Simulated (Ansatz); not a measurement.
## Run report: SrO, geometry relaxation (part 2 of 2)

Continued. System: SrO (Pm-3m, 2 atoms in the cell). Method: DFT, LDA, plane waves, PAW, no spin polarisation (Ansatz 0.2.0); cutoff 420 eV, 8×8×8 k-mesh, Fermi–Dirac smearing of 0.02 eV. The structure was built on a prototype by a generator. The geometry comes from this level: PBE.

Geometry of the input (Å; fractional positions):
```
3.1336  0.0000  0.0000
0.0000  3.1336  0.0000
0.0000  0.0000  3.1336
Sr 0.0000  0.0000  0.0000
O  0.5000  0.5000  0.5000
```

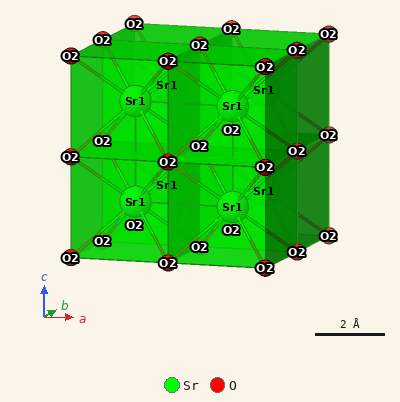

Figure 1. The geometry at step 2 of the log (polyhedral view of the cell of the calculation, seen slightly off an axis; polyhedra are completed across the faces of the cell; atoms are numbered from 1 in the order of the input).

The program's output, continued
```
relax step   4: F+E_penalty+E_count = -4002.14035954 eV  Δ(F+E_penalty+E_count) = -1.699e-3 eV  max|allowed force component| = 1.269e-29 eV/Å  Δτ_max = 0.0000 Å  P = -0.030 GPa  Ω = 28.179 Å³  energy of the carried Pulay correction = +9.139e-3 eV  (6 SCF iters, dr2 threshold 2.00e-7 eV, accepted)
Initial wavefunctions: pseudopotential atomic-orbital guess (no wavefunctions were taken with the density)
iter 1 solved again at ethr=1.30e-6 eV; its pass at ethr=3.10e-3 eV (dr2=2.09e-4 eV) is discarded
SCF iter   1: F=—  HF=-4002.134338 eV  |F-HF|=—  |Δ(HF+E_count)|=         —  Δρ=5.99e-4  dr2=1.50e-5  ethr=1.30e-6  ⟨swp⟩=3.3  Hψ=4504  notcnv=0
preconditioner: auto → none  [insulator: Δε(μ)=2.652 eV  Ē_g=16.484 eV  σ=0.020 eV  W_gap=1.00  n_scr=6 (ndim 8)  ℏωp=26.2 eV  f_vac=0.000  D(μ)=0.00/eV (n_scr^D=0)  ε∞_Penn≈3.5]
SCF iter   2: F=—  HF=-4002.134336 eV  |F-HF|=—  |Δ(HF+E_count)|=   1.99e-6  Δρ=2.64e-4  dr2=2.46e-6  ethr=9.39e-8  ⟨swp⟩=2.0  Hψ=534  notcnv=0
SCF iter   3: F=—  HF=-4002.134334 eV  |F-HF|=—  |Δ(HF+E_count)|=   2.00e-6  Δρ=5.28e-5  dr2=1.12e-7  ethr=1.54e-8  ⟨swp⟩=1.3  Hψ=452  notcnv=0
SCF iter   4: F=—  HF=-4002.134336 eV  |F-HF|=—  |Δ(HF+E_count)|=   2.44e-6  Δρ=3.19e-6  dr2=6.76e-10  ethr=7.00e-10  ⟨swp⟩=2.0  Hψ=566  notcnv=0
iter 5 did not close the SCF: its close was put off for the readings that it lacked (scf_convergence_deferred on its scf_iter line)
SCF iter   5: F=-4002.134336 eV  HF=-4002.134336 eV  |F-HF|=6.82e-12  |Δ(HF+E_count)|=  3.58e-10  Δρ=2.88e-7  dr2=1.54e-11  ethr=4.23e-12  ⟨swp⟩=2.7  Hψ=705  notcnv=0
SCF iter   6: F=-4002.134336 eV  HF=-4002.134336 eV  |F-HF|=4.55e-13  |Δ(HF+E_count)|=  3.64e-12  Δρ=3.93e-8  dr2=1.10e-13  ethr=1.00e-12  ⟨swp⟩=5.1  Hψ=1941  notcnv=0
SCF 5 converged in 6 iterations: F = -4002.134336 eV  dr2 = 1.10e-13
relax step   5: F+E_penalty+E_count = -4002.13433611 eV  Δ(F+E_penalty+E_count) = +6.023e-3 eV  max|allowed force component| = 1.315e-30 eV/Å  Δτ_max = 0.0000 Å  P = -0.385 GPa  Ω = 28.179 Å³  stress off target by 3.85e-1 GPa  SCF on the basis re-selected at this cell (its energy is not comparable with the rows above)  (6 SCF iters)
basis re-selected at this cell: Δ(F+E_penalty+E_count) = +6.023e-3 eV, ΔP = -0.355 GPa vs the last step (what re-selecting the basis moved, of the pressure what is left beyond the Pulay correction that the steps carried, after the strain that the cell walked since its last selection, with what the two solves' SCF thresholds leave and, on support functions, any second-order correction that the steps lacked; it is no measure of the basis error at this ecutwfc). This SCF's stress stands 3.85e-1 GPa from its target on what of the cell is left free (relax.cell.stress_tol is 5.00e-2 GPa) and its largest allowed force component is 1.31e-30 eV/Å (relax.f_tol is 5.00e-3 eV/Å): not within both, so this SCF does not close the relaxation
Crystal: 2 atoms, lattice volume = 28.087 Å³
iter 1 solved again at ethr=1.64e-8 eV; its pass at ethr=3.10e-3 eV (dr2=2.62e-6 eV) is discarded
SCF iter   1: F=—  HF=-4002.134793 eV  |F-HF|=—  |Δ(HF+E_count)|=         —  Δρ=1.34e-4  dr2=2.09e-6  ethr=1.64e-8  ⟨swp⟩=3.0  Hψ=3373  notcnv=0
preconditioner: auto → none  [insulator: Δε(μ)=2.653 eV  Ē_g=16.501 eV  σ=0.020 eV  W_gap=1.00  n_scr=6 (ndim 8)  ℏωp=26.2 eV  f_vac=0.000  D(μ)=0.00/eV (n_scr^D=0)  ε∞_Penn≈3.5]
iter 2 did not close the SCF: its close was put off for the readings that it lacked (scf_convergence_deferred on its scf_iter line)
SCF iter   2: F=-4002.134793 eV  HF=-4002.134793 eV  |F-HF|=2.41e-8  |Δ(HF+E_count)|=   3.86e-7  Δρ=4.04e-5  dr2=1.37e-7  ethr=1.31e-8  ⟨swp⟩=2.2  Hψ=545  notcnv=0
iter 3 did not close the SCF: its close was put off for the readings that it lacked (scf_convergence_deferred on its scf_iter line)
SCF iter   3: F=-4002.134793 eV  HF=-4002.134793 eV  |F-HF|=2.05e-9  |Δ(HF+E_count)|=   3.10e-8  Δρ=1.05e-5  dr2=1.09e-8  ethr=8.57e-10  ⟨swp⟩=2.0  Hψ=654  notcnv=0
iter 4 did not close the SCF: its close was put off for the readings that it lacked (scf_convergence_deferred on its scf_iter line)
SCF iter   4: F=-4002.134793 eV  HF=-4002.134793 eV  |F-HF|=4.55e-13  |Δ(HF+E_count)|=   5.20e-9  Δρ=9.27e-7  dr2=1.29e-10  ethr=6.81e-11  ⟨swp⟩=2.1  Hψ=585  notcnv=0
iter 5 did not close the SCF: its close was put off for the readings that it lacked (scf_convergence_deferred on its scf_iter line)
SCF iter   5: F=-4002.134793 eV  HF=-4002.134793 eV  |F-HF|=5.00e-12  |Δ(HF+E_count)|=  2.77e-11  Δρ=1.65e-7  dr2=5.13e-12  ethr=1.00e-12  ⟨swp⟩=2.6  Hψ=638  notcnv=0
SCF iter   6: F=-4002.134793 eV  HF=-4002.134793 eV  |F-HF|=1.82e-12  |Δ(HF+E_count)|=  2.73e-12  Δρ=3.32e-8  dr2=1.46e-13  ethr=1.00e-12  ⟨swp⟩=1.0  Hψ=980  notcnv=0
SCF 6 converged in 6 iterations: F = -4002.134793 eV  dr2 = 1.46e-13
relax step   6: F+E_penalty+E_count = -4002.13479266 eV  Δ(F+E_penalty+E_count) = -4.566e-4 eV  max|allowed force component| = 1.381e-30 eV/Å  Δτ_max = 0.0000 Å  P = -0.005 GPa  Ω = 28.087 Å³  energy of the carried Pulay correction = +3.434e-4 eV  (6 SCF iters, dr2 threshold 2.00e-7 eV, accepted)
iter 1 solved again at ethr=1.54e-6 eV; its pass at ethr=3.10e-3 eV (dr2=2.46e-4 eV) is discarded
SCF iter   1: F=—  HF=-4002.134517 eV  |F-HF|=—  |Δ(HF+E_count)|=         —  Δρ=2.31e-5  dr2=2.53e-8  ethr=1.54e-6  ⟨swp⟩=3.3  Hψ=4494  notcnv=0
eigensolver tolerance schedule: the retry pair's looser diagonalisation over-reported the residual by 9729.21 of it (diagonalisation noise at an unbounded share of the residual, at the tolerance the schedule requests for it); recorded, not acted on — ethr = c·dr2/N_el stays at c = 1.0e-1
preconditioner: auto → none  [insulator: Δε(μ)=2.652 eV  Ē_g=16.501 eV  σ=0.020 eV  W_gap=1.00  n_scr=6 (ndim 8)  ℏωp=26.2 eV  f_vac=0.000  D(μ)=0.00/eV (n_scr^D=0)  ε∞_Penn≈3.5]
SCF iter   2: F=—  HF=-4002.134522 eV  |F-HF|=—  |Δ(HF+E_count)|=   5.53e-6  Δρ=9.93e-6  dr2=4.08e-9  ethr=1.58e-10  ⟨swp⟩=3.2  Hψ=920  notcnv=0
SCF iter   3: F=—  HF=-4002.134522 eV  |F-HF|=—  |Δ(HF+E_count)|=  9.20e-10  Δρ=2.90e-6  dr2=2.76e-10  ethr=2.55e-11  ⟨swp⟩=1.3  Hψ=449  notcnv=0
iter 4 did not close the SCF: its close was put off for the readings that it lacked (scf_convergence_deferred on its scf_iter line)
SCF iter   4: F=-4002.134522 eV  HF=-4002.134522 eV  |F-HF|=1.82e-12  |Δ(HF+E_count)|=  1.19e-10  Δρ=1.27e-7  dr2=1.35e-12  ethr=1.73e-12  ⟨swp⟩=2.0  Hψ=521  notcnv=0
iter 5 did not close the SCF: its close was put off for the readings that it lacked (scf_convergence_deferred on its scf_iter line)
SCF iter   5: F=-4002.134522 eV  HF=-4002.134522 eV  |F-HF|=0.00e0  |Δ(HF+E_count)|=  9.09e-13  Δρ=3.46e-8  dr2=2.23e-13  ethr=1.00e-12  ⟨swp⟩=1.0  Hψ=420  notcnv=0
iter 6 did not close the SCF: its close was put off for the readings that it lacked (scf_convergence_deferred on its scf_iter line)
SCF iter   6: F=-4002.134522 eV  HF=-4002.134522 eV  |F-HF|=4.55e-13  |Δ(HF+E_count)|=  2.73e-12  Δρ=7.05e-9  dr2=7.05e-15  ethr=1.00e-12  ⟨swp⟩=1.0  Hψ=420  notcnv=0
iter 7 did not close the SCF: its close was put off for the readings that it lacked (scf_convergence_deferred on its scf_iter line)
SCF iter   7: F=-4002.134522 eV  HF=-4002.134522 eV  |F-HF|=9.09e-13  |Δ(HF+E_count)|=  1.82e-12  Δρ=3.13e-9  dr2=2.10e-15  ethr=1.00e-12  ⟨swp⟩=1.0  Hψ=420  notcnv=0
SCF iter   8: F=-4002.134522 eV  HF=-4002.134522 eV  |F-HF|=1.82e-12  |Δ(HF+E_count)|=  9.09e-13  Δρ=5.83e-10  dr2=5.32e-17  ethr=1.00e-12  ⟨swp⟩=3.0  Hψ=1378  notcnv=0
SCF 7 converged in 8 iterations: F = -4002.134522 eV  dr2 = 5.32e-17
relax step   7: F+E_penalty+E_count = -4002.13452232 eV  Δ(F+E_penalty+E_count) = +2.703e-4 eV  max|allowed force component| = 1.381e-30 eV/Å  Δτ_max = 0.0000 Å  P = -0.017 GPa  Ω = 28.087 Å³  stress off target by 1.72e-2 GPa  SCF on the basis re-selected at this cell (its energy is not comparable with the rows above)  (8 SCF iters)
basis re-selected at this cell: Δ(F+E_penalty+E_count) = +2.703e-4 eV, ΔP = -0.012 GPa vs the last step (what re-selecting the basis moved, of the pressure what is left beyond the Pulay correction that the steps carried, after the strain that the cell walked since its last selection, with what the two solves' SCF thresholds leave and, on support functions, any second-order correction that the steps lacked; it is no measure of the basis error at this ecutwfc). This SCF's stress stands 1.72e-2 GPa from its target on what of the cell is left free (relax.cell.stress_tol is 5.00e-2 GPa) and its largest allowed force component is 1.38e-30 eV/Å (relax.f_tol is 5.00e-3 eV/Å): within both
SCF converged after 8 iterations
Free energy (F): -4002.134522 eV
Harris-Foulkes:  -4002.134522 eV  (|F-HF|=1.82e-12)
Internal energy: -4002.134522 eV  (E = F + TS)
E sigma→0 (E₀):  -4002.134522 eV
Fermi energy:    12.004846 eV
--- Per-component energies (eV) ---
  E_band       = -24.843160
  E_kinetic    = 423.626599
  E_local      = -732.875460  (includes V_loc(G=0)·N_el)
  E_nonlocal   = 256.018614
  E_hartree    = 183.490318
  E_xc         = -246.991056
  E_vxc        = -258.848408  (∫ρ·V_xc dr)
  E_paw        = -2743.894160  (= ΣΔE_a)
  E_vpaw       = -79.747596  (= ΣTr[D̂ρ^β])
  E_aug_tail   = 0.002455  (compensation charges beyond the density's cutoff)
  E_ewald      = -1141.902889
  E_core_change = 0.391057  (= ΣΔE_core)
  E_smearing   = -0.000000  (= −TS)
  E_closure    = 0.000000  (closes the sum)
  Σ components = -4002.134522   (vs F -4002.134522, Δ=0.00e0)
--- Forces (eV/Å), atoms counted from 1 ---
  atom   1  Sr     0.00000000    -0.00000000    -0.00000000
  atom   2  O      0.00000000     0.00000000     0.00000000
  max |Σ_I F_I| component: 2.50e-30 eV/Å
--- Stress (GPa, compression-positive) ---
       -0.017229       0.000000       0.000000
        0.000000      -0.017229      -0.000000
        0.000000      -0.000000      -0.017229
  P = ⅓ Tr σ = -0.0172 GPa (-0.172 kbar)
--- Relaxed structure (5 steps of the walk, 5 accepted, 2 SCFs on fresh bases) ---
  F+E_penalty+E_count = -4002.13452232 eV   max|allowed force component| = 1.381e-30 eV/Å   (the final SCF, on the basis selected at the relaxed cell)
  cell:  # Å, volume = 28.0868 Å³
    - [3.0397233810488657, -9.950638046000719e-34, 1.6049416203226963e-33]
    - [-9.950638046000719e-34, 3.0397233810488657, 0.0]
    - [1.6049416203226963e-33, 0.0, 3.0397233810488657]
  atoms:
    - { symbol: Sr, position: [-1.4556895884908468e-48, -1.536525723819516e-35, -1.536525723819021e-35] }
    - { symbol: O, position: [0.5, 0.5, 0.5] }
```

Trajectory as extended XYZ (Å, eV, eV/Å), 7 frames, from step=1 to step=7
```
2
Lattice="3.1336 0.0000 0.0000 0.0000 3.1336 0.0000 0.0000 0.0000 3.1336" Properties=species:S:1:pos:R:3:forces:R:3 step=1 energy=-4002.05793 pressure_GPa=-8.38
Sr    0.0000    0.0000    0.0000    0.0000   0.0000   0.0000
O     1.5668    1.5668    1.5668    0.0000   0.0000   0.0000
2
Lattice="2.9808 0.0000 0.0000 0.0000 2.9808 0.0000 0.0000 0.0000 2.9808" Properties=species:S:1:pos:R:3:forces:R:3 step=2 energy=-4002.10663 pressure_GPa=8.06
Sr    0.0000    0.0000    0.0000    0.0000   0.0000   0.0000
O     1.4904    1.4904    1.4904    0.0000   0.0000   0.0000
2
Lattice="3.0519 0.0000 0.0000 0.0000 3.0519 0.0000 0.0000 0.0000 3.0519" Properties=species:S:1:pos:R:3:forces:R:3 step=3 energy=-4002.13866 pressure_GPa=-1.00
Sr    0.0000    0.0000    0.0000    0.0000   0.0000   0.0000
O     1.5259    1.5259    1.5259    0.0000   0.0000   0.0000
2
Lattice="3.0431 0.0000 0.0000 0.0000 3.0431 0.0000 0.0000 0.0000 3.0431" Properties=species:S:1:pos:R:3:forces:R:3 step=4 energy=-4002.14036 pressure_GPa=-0.03
Sr    0.0000    0.0000    0.0000    0.0000   0.0000   0.0000
O     1.5215    1.5215    1.5215    0.0000   0.0000   0.0000
2
Lattice="3.0431 0.0000 0.0000 0.0000 3.0431 0.0000 0.0000 0.0000 3.0431" Properties=species:S:1:pos:R:3:forces:R:3 step=5 energy=-4002.13434 pressure_GPa=-0.39
Sr    0.0000    0.0000    0.0000    0.0000   0.0000   0.0000
O     1.5215    1.5215    1.5215    0.0000   0.0000   0.0000
2
Lattice="3.0397 0.0000 0.0000 0.0000 3.0397 0.0000 0.0000 0.0000 3.0397" Properties=species:S:1:pos:R:3:forces:R:3 step=6 energy=-4002.13479 pressure_GPa=-0.01
Sr    0.0000    0.0000    0.0000    0.0000   0.0000   0.0000
O     1.5199    1.5199    1.5199    0.0000   0.0000   0.0000
2
Lattice="3.0397 0.0000 0.0000 0.0000 3.0397 0.0000 0.0000 0.0000 3.0397" Properties=species:S:1:pos:R:3:forces:R:3 step=7 energy=-4002.13452 pressure_GPa=-0.02
Sr    0.0000    0.0000    0.0000    0.0000   0.0000   0.0000
O     1.5199    1.5199    1.5199    0.0000   0.0000   0.0000
```

Key numbers

| quantity | value |
| --- | --- |
| outcome | converged |
| space group (tolerance 0.01 Å) | Pm-3m (221) |
| electrons treated | 16 |
| free energy | −4002.1345 eV |
| Fermi energy | 12.005 eV |
| pressure | −0.02 GPa |
| final volume | 28.09 Å³ |
| largest force (length of the vector) at the end | under 0.001 eV/Å |
| final cell | a = 3.040 Å, b = 3.040 Å, c = 3.040 Å, α = 90.00°, β = 90.00°, γ = 90.00° |
| hardware | 2 threads of Arm Neoverse V2, 112 GiB of memory available, shared host |
| wall time | 2.9 s (CPU time 5.2 s) |
| peak memory | 0.27 GiB |
